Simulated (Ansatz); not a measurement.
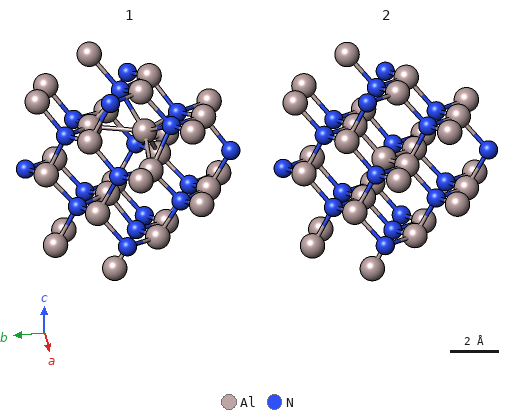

Two geometries of a defect cell of composition Al₃₃N₃₁ (cell charge +1), drawn at one scale. One is the start of a relaxation, the other its converged end. The picture is a ball-and-stick view of the atoms within 5.0 Å of the atom that moves most (axes of the cell of the calculation (origin shifted)), seen from a free direction.

All numbers below come from Ansatz, DFT, PBEsol, PAW, plane waves. Set-up: plane-wave cutoff 420 eV; k-point mesh 1 × 1 × 1; mesh shifted by (0.25, 0.25, 0.25); collinear spin; atoms relaxed in a fixed cell; force threshold 0.03 eV/Å; at most 80 steps.

> Which one is relaxed?

Structure 1 is the relaxed one. Over 18 geometry steps the energy falls by 10.443 eV per cell of the calculation. Largest force component: 8.3 eV/Å at the start, 0.015 eV/Å at the end. The forces were under the threshold at step 6, but the run went on from there. An Al atom moves most: 1.45 Å along [−1 −1 1]. By element the largest moves are Al 1.45 Å, N 0.20 Å. The lattice vectors keep their values. Near-neighbour distances that change, for instance: Al–Al 1.882 → 3.170 Å, Al–N 3.107 → 2.007 Å, Al–N 3.152 → 2.067 Å, Al–N 3.073 → 2.003 Å. Among the angles between lasting bonds that change: Al–Al–N 108.1° → 56.7°, N–Al–N 108.6° → 123.7°, Al–Al–N 107.4° → 120.9°. The program noted that the starting moments weren't kept. The run may lie on a higher electronic state than the lowest, so the end point isn't shown to be the ground-state structure. The run took 13 s on 1 × NVIDIA GB200 with 8 threads of Arm Neoverse-V2, peak memory 1.8 GiB.

Limits of the set-up: the cell is charged, on a uniform background, and energies carry no finite-size correction.
